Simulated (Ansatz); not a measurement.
This input was run:

```
crystal:
  lattice:
    - [0.0, 2.5334667554, 2.5334667554]
    - [2.5334667554, 0.0, 2.5334667554]
    - [2.5334667554, 2.5334667554, 0.0]
  atoms:
    - { symbol: Sn, position: [0.0, 0.0, 0.0] }
    - { symbol: O, position: [0.25, 0.25, 0.25] }
    - { symbol: O, position: [0.75, 0.75, 0.75] }
kpoints:
  mp_grid: { grid: [6, 6, 6] }
hamiltonian:
  xc: lc_wpbe
scf:
  occupations: { method: fixed }
  n_extra_bands: 4
output:
  forces: true
  stress: true
  eigenvalues: true
```

Run as:
```bash
ansatz run input.yaml --threads 2 --pin off --max-ram 2211MiB --backend cpu --events-out ev --progress --plain --runs-dir out
```

Predict the main features of the density of states.

There is a gap; over the k points computed it is 7.02 eV (indirect; the smallest direct gap is 8.54 eV). The upper group of valence states starts about 9.8 eV under the valence-band top (which lies at −3.5 eV on this axis), with a gap beneath it; it holds about 12 electrons a cell.

The cell is at −8 GPa in this functional.

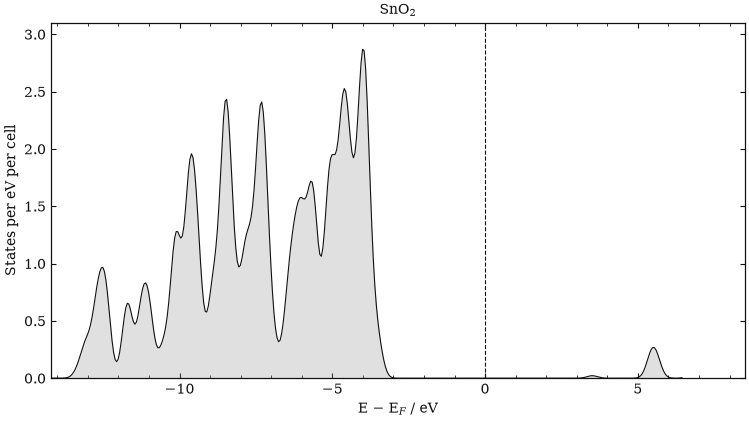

Density of states. Energies are counted from the Fermi level, put mid-gap where there is a gap. The curve is built from the levels of the k mesh with Gaussians 0.4 eV wide, which also blur the band edges.
